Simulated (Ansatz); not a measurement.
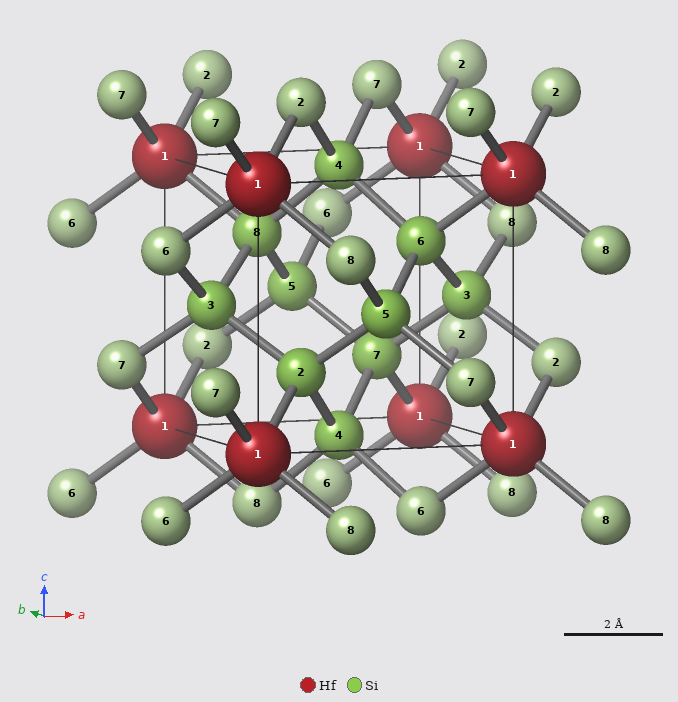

Fig. 1: The input geometry (ball-and-stick view of the cell of the calculation, seen slightly off an axis; neighbours outside the cell are drawn fainter; atoms are numbered from 1 in the order of the input). An atom can appear more than once, as a periodic image.

## HfSi₇: phonon calculation

System: HfSi₇ (8 atoms in the cell).
Method: DFT PBEsol, scalar-relativistic, plane waves, PAW, no spin polarisation (Ansatz 0.2.0).

It belongs to a series of runs on one base structure; here: zone-centre phonons and field response. Figures and captions count atoms from 1; the log counts them from 0 in places.

Log:
```
band count auto-derived: 36 (N_el = 54.0; filled up to band 27; 35 by the electrons, moments and atoms)
Engine: ansatz 0.2.0, aarch64-unknown-linux-gnu
Pseudopotentials: kind: paw
Pseudopotential: Hf, paw, valence charge 26, recommended cutoff 420 eV (normal), Hf.paw.azcp
Pseudopotential: Si, paw, valence charge 4, recommended cutoff 420 eV (normal), Si.paw.azcp
Functional definition: PBEsol
  exchange = pbesol_x
  correlation = pbesol_c
Crystal: 8 atoms, lattice volume = 175.089 Å³
Basis set: ecut = 420 eV, 3407 PW (Γ), exchange–correlation on 80×80×80 points (8 copies of the dense FFT grid, shifted against one another)
Bands: 36, of which v1, the nominal top of the filled ones, is band 27 counted from 1 (26 counted from 0)
Symmetry: 24 space group operations
k-points: 112 of 216 (irreducible under 1 space group operation, time reversal used)
Non-local potential: Hf, projectors of the file, l = 0: 3, l = 1: 2, l = 2: 2, l = 3: 3
Non-local potential: Si, projectors of the file, l = 0: 2, l = 1: 2, l = 2: 2
PAW form: soft (Blöchl's): semilocal exchange-correlation on the pseudo side does not see the compensation charge
PAW frozen core: Hf, regenerated for the run's functional, and the local potential with it (the file was generated under x = pbe(κ = 0.804, μ = 0.2195149727645171), c = pbe(β = 0.06672455060314922))
PAW frozen core: Si, regenerated for the run's functional, and the local potential with it (the file was generated under x = pbe(κ = 0.804, μ = 0.2195149727645171), c = pbe(β = 0.06672455060314922))
PAW one-centre angular grid: Hf, 590 points (default); XC on 64 Gauss nodes
PAW one-centre angular grid: Si, 110 points (default); XC on 64 Gauss nodes
Initial density: superposition of atomic densities (neutral atoms: chi_scale 0, normalization atom), corrected by the library's trained network
Initial wavefunctions: pseudopotential atomic-orbital guess
Functional: x = pbesol(κ = 0.804, μ = 0.12345679012345678), c = pbesol(β = 0.046)
SCF iter   1: F=—  HF=-19945.969825 eV  |F-HF|=—  |Δ(HF+E_count)|=         —  Δρ=5.22e-3  dr2=1.21e-1  ethr=1.77e-3  ⟨swp⟩=7.2  Hψ=18371  notcnv=0
preconditioner: auto → Kerker (q_TF=auto, 2.243 Å⁻¹)  [metal: Δε(μ)=0.352 eV  Ē_g=8.941 eV  σ=0.150 eV  W_gap=0.50  n_scr=26 (ndim 8)  ℏωp=19.0 eV  f_vac=0.000  D(μ)=1.57/eV (n_scr^D=6)]
SCF iter   2: F=—  HF=-19945.955530 eV  |F-HF|=—  |Δ(HF+E_count)|=   1.43e-2  Δρ=2.56e-3  dr2=2.45e-2  ethr=2.24e-4  ⟨swp⟩=1.0  Hψ=4928  notcnv=0
preconditioner: auto → Resta (q_TF=auto, 2.243 Å⁻¹)  ε∞=5.6  [insulator: Δε(μ)=0.358 eV  Ē_g=8.907 eV  σ=0.150 eV  W_gap=0.50  n_scr=26 (ndim 8)  ℏωp=19.0 eV  f_vac=0.000  D(μ)=1.55/eV (n_scr^D=6)  ε∞_Penn≈5.6]
SCF iter   3: F=—  HF=-19945.953168 eV  |F-HF|=—  |Δ(HF+E_count)|=   2.36e-3  Δρ=9.28e-4  dr2=2.94e-3  ethr=4.54e-5  ⟨swp⟩=2.1  Hψ=6720  notcnv=0
SCF iter   4: F=—  HF=-19945.951397 eV  |F-HF|=—  |Δ(HF+E_count)|=   1.77e-3  Δρ=3.59e-4  dr2=4.03e-4  ethr=5.44e-6  ⟨swp⟩=2.0  Hψ=7079  notcnv=0
SCF iter   5: F=—  HF=-19945.951422 eV  |F-HF|=—  |Δ(HF+E_count)|=   2.51e-5  Δρ=1.25e-4  dr2=3.95e-5  ethr=7.46e-7  ⟨swp⟩=2.0  Hψ=5188  notcnv=0
SCF iter   6: F=—  HF=-19945.951433 eV  |F-HF|=—  |Δ(HF+E_count)|=   1.16e-5  Δρ=2.97e-5  dr2=2.90e-6  ethr=7.32e-8  ⟨swp⟩=2.0  Hψ=6964  notcnv=0
SCF iter   7: F=—  HF=-19945.951437 eV  |F-HF|=—  |Δ(HF+E_count)|=   3.53e-6  Δρ=8.72e-6  dr2=3.04e-7  ethr=5.38e-9  ⟨swp⟩=2.0  Hψ=4535  notcnv=0
SCF iter   8: F=—  HF=-19945.951437 eV  |F-HF|=—  |Δ(HF+E_count)|=   1.70e-8  Δρ=1.37e-6  dr2=4.59e-9  ethr=5.63e-10  ⟨swp⟩=2.1  Hψ=5364  notcnv=0
SCF iter   9: F=—  HF=-19945.951437 eV  |F-HF|=—  |Δ(HF+E_count)|=  3.42e-10  Δρ=4.25e-7  dr2=4.30e-10  ethr=8.49e-12  ⟨swp⟩=2.0  Hψ=7301  notcnv=0
SCF iter  10: F=—  HF=-19945.951437 eV  |F-HF|=—  |Δ(HF+E_count)|=  2.18e-10  Δρ=1.15e-7  dr2=5.17e-11  ethr=1.00e-12  ⟨swp⟩=2.8  Hψ=7498  notcnv=0
SCF iter  11: F=-19945.951437 eV  HF=-19945.951437 eV  |F-HF|=0.00e0  |Δ(HF+E_count)|=  2.18e-11  Δρ=1.90e-8  dr2=1.02e-12  ethr=1.00e-12  ⟨swp⟩=6.3  Hψ=16880  notcnv=0
SCF 1 converged in 11 iterations: F = -19945.951437 eV  dr2 = 1.02e-12
  greatest PAW one-centre occupation: 0.998 electrons in one spin orbital (limit 2), on the Hf atom at site 0 (counted from 0), in its partial waves of l = 3
```

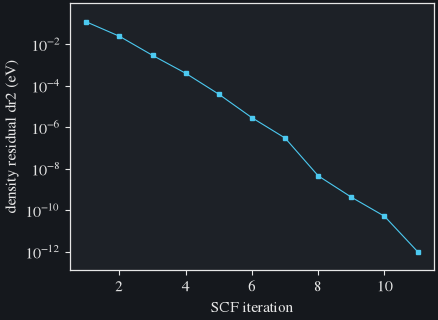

Fig. 2: Convergence of the self-consistent field: density residual dr2 against the SCF iteration. The residual falls at every step.

```
DFPT response loops at Γ: preconditioner auto → Kerker (q_TF=auto, 2.243 Å⁻¹) (partly filled bands, converged f_vac=0.000); β = 1.00, the filter's whole step (`scf.mixing.beta` (0.50) is not read by the response loops under this deck's `scf.mixing.preconditioner`; to damp them name `kerker` or `kerker_dos`, under which they read `scf.mixing.beta`, and type it under 1.00, their step now; both keys bind the ground state too); Broyden in place of MSR1
SCF converged after 11 iterations
Free energy (F): -19945.951437 eV
Harris-Foulkes:  -19945.951437 eV  (|F-HF|=0.00e0)
Internal energy: -19945.815594 eV  (E = F + TS)
E sigma→0 (E₀):  -19945.883516 eV
Entropy (-TS):   -0.135842 eV (-16.980 meV/atom)
Fermi energy:    7.219490 eV
--- Per-component energies (eV) ---
  E_band       = -231.537754
  E_kinetic    = 704.511531
  E_local      = -8622.749838  (includes V_loc(G=0)·N_el)
  E_nonlocal   = -1055.804477
  E_hartree    = 3966.041417
  E_xc         = -678.382099
  E_vxc        = -590.870194  (∫ρ·V_xc dr)
  E_paw        = -10299.824101  (= ΣΔE_a)
  E_vpaw       = 1401.292332  (= ΣTr[D̂ρ^β])
  E_aug_tail   = 0.000043  (compensation charges beyond the density's cutoff)
  E_ewald      = -3961.080086
  E_core_change = 1.472016  (= ΣΔE_core)
  E_smearing   = -0.135842  (= −TS)
  E_closure    = 0.000000  (closes the sum)
  Σ components = -19945.951437   (vs F -19945.951437, Δ=0.00e0)
--- Band table (eV; the first three rows and the last of 112) ---
  k-point 0: bands = ["-54.7371", "-23.4406", "-23.4406", "-23.4406", "-4.7222", "-4.7222", "-4.7222", "-4.7003", "-4.7003", "-4.7003", "-4.6961", "-4.1941", "-0.7415", "-0.7415", "-0.2966", "-0.2966", "-0.2966", "3.2170", "4.3492", "4.3492", "4.3492", "5.0288", "5.0288", "5.0288", "6.3208", "6.3208", "6.3208", "6.8415", "6.8415", "7.8758", "8.1723", "8.1723", "8.1723", "10.9244", "10.9244", "10.9244"]
  k-point 1: bands = ["-54.7371", "-23.4407", "-23.4406", "-23.4406", "-4.7224", "-4.7221", "-4.7221", "-4.7004", "-4.7002", "-4.7002", "-4.6932", "-4.0899", "-1.5057", "-0.7099", "-0.2765", "-0.2765", "0.4652", "3.3861", "4.0137", "4.1428", "4.1428", "4.6423", "5.0271", "5.0271", "6.1709", "6.4066", "6.4066", "6.9633", "7.3954", "8.0977", "8.4955", "8.6009", "8.6009", "10.2295", "10.6326", "10.6326"]
  k-point 2: bands = ["-54.7371", "-23.4409", "-23.4405", "-23.4405", "-4.7228", "-4.7220", "-4.7220", "-4.7006", "-4.7002", "-4.7002", "-4.6890", "-3.7908", "-2.3459", "-0.6429", "-0.2346", "-0.2346", "1.3056", "3.4468", "3.5241", "3.8371", "3.8371", "4.2931", "4.9152", "4.9152", "5.8658", "6.7137", "6.7137", "7.3182", "8.2215", "8.4528", "9.0843", "9.2529", "9.2529", "9.3499", "10.5303", "10.5303"]
  k-point 111: bands = ["-54.7371", "-23.4409", "-23.4409", "-23.4409", "-4.7221", "-4.7221", "-4.7221", "-4.7000", "-4.7000", "-4.7000", "-4.6865", "-2.3638", "-2.3638", "-2.3638", "-1.1052", "0.8856", "0.8856", "0.8856", "2.7460", "5.3954", "5.3954", "5.8884", "5.8884", "5.8884", "6.3314", "6.3314", "6.3314", "8.1184", "8.1184", "8.2870", "8.2870", "8.2870", "10.1920", "10.1920", "10.1920", "11.2851"]
--- Phonons (Γ-DFPT): 4 representative perturbations + reference, on 112 of 216 k-points (Σ response iterations 14) ---
  k mesh reduced under 1 symmetry operation, with k and −k counted as one. Each operation leaves every solved perturbation unchanged. A smaller set is not used because it would not reduce the number of displacements times k-points to solve
  ASR residual: 5.711e-4 → 0.000e0 eV/Å²; symmetrization residual: 3.908e-6 eV/Å²
  ASR residual per site (eV/Å²): 5.71e-4 8.09e-6 2.30e-5 2.30e-5 2.30e-5 8.09e-6 8.09e-6 8.09e-6
  Γ frequencies (cm⁻¹): 0.00 0.00 0.00 53.53 53.53 53.53 81.27 81.27 81.27 300.04 300.04 300.04 337.30 337.30 385.17 385.17 385.17 388.76 398.78 398.78 398.78 440.88 440.88 440.88
  non-analytic LO–TO correction: not included (Born effective charges unavailable; polar crystals: no LO–TO splitting at Γ)
```

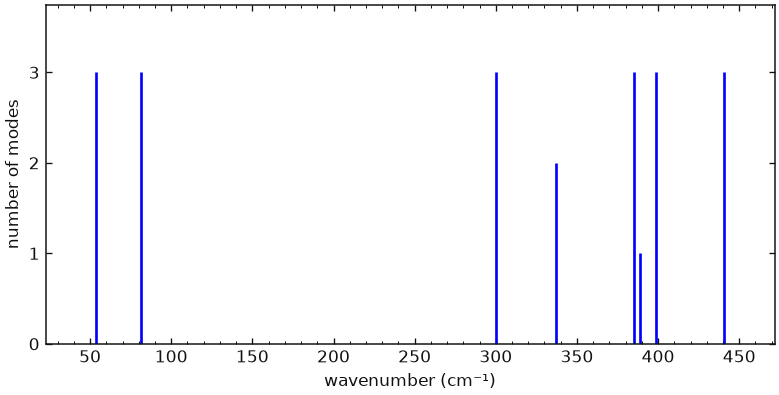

Fig. 3: Optical phonons at the zone centre (no LO–TO term); neighbouring modes closer than 3 cm⁻¹ are counted in one stick. 21 modes from 54 to 441 cm⁻¹, none imaginary.

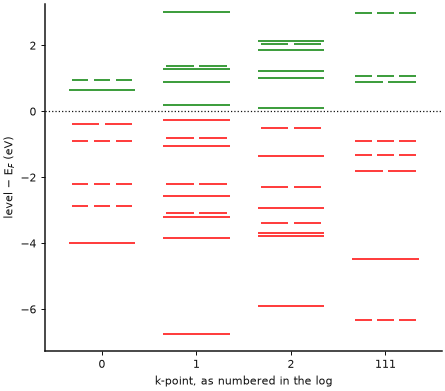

Fig. 4: Kohn–Sham levels near the Fermi level (dotted) at the few k-points that the log prints; levels within 0.02 eV of each other stand side by side. The system is metallic on the full mesh.

This output came from the following input.

Input file:
```yaml
crystal:
  lattice:
    - [5.5943924303, 0.0, 0.0]
    - [0.0, 5.5943924303, 0.0]
    - [0.0, 0.0, 5.5943924303]
  atoms:
    - { symbol: Hf, position: [0.0, 0.0, 0.0] }
    - { symbol: Si, position: [0.2650098829, 0.2650098829, 0.2650098829] }
    - { symbol: Si, position: [0.0, 0.5, 0.5] }
    - { symbol: Si, position: [0.5, 0.5, 0.0] }
    - { symbol: Si, position: [0.5, 0.0, 0.5] }
    - { symbol: Si, position: [0.7349901171, 0.2650098829, 0.7349901171] }
    - { symbol: Si, position: [0.7349901171, 0.7349901171, 0.2650098829] }
    - { symbol: Si, position: [0.2650098829, 0.7349901171, 0.7349901171] }
basis:
  ecutwfc: 420
kpoints:
  mp_grid: { grid: [6, 6, 6] }
hamiltonian:
  xc: pbesol
scf:
  occupations: { method: fermi_dirac, width: 0.15 }
output:
  eigenvalues: true
phonons:
  method: dfpt
  eigenvectors: true
```

Run as:
```bash
ansatz run input.yaml --threads 4 --pin off --max-ram 12288MiB --backend cpu --events-out ev --progress --plain --runs-dir out
```

Key numbers:

```json
{"quantity": "outcome", "value": "converged"}
{"quantity": "space group (tolerance 0.01 Å)", "value": "P-43m (215)"}
{"quantity": "electrons treated", "value": "54"}
{"quantity": "free energy", "value": "−19945.9514 eV"}
{"quantity": "Fermi energy", "value": "7.219 eV"}
{"quantity": "gap on the k-point mesh", "value": "none (metallic)"}
{"quantity": "hardware", "value": "4 threads of Arm Neoverse V2, 24 GiB of memory available, shared host"}
{"quantity": "wall time", "value": "99 s (CPU time 6.4 min)"}
{"quantity": "peak memory", "value": "2.6 GiB"}
```

Remarks:

Results for this metal are sensitive to the k-point mesh. Spin–orbit coupling is left out, which matters for Hf.
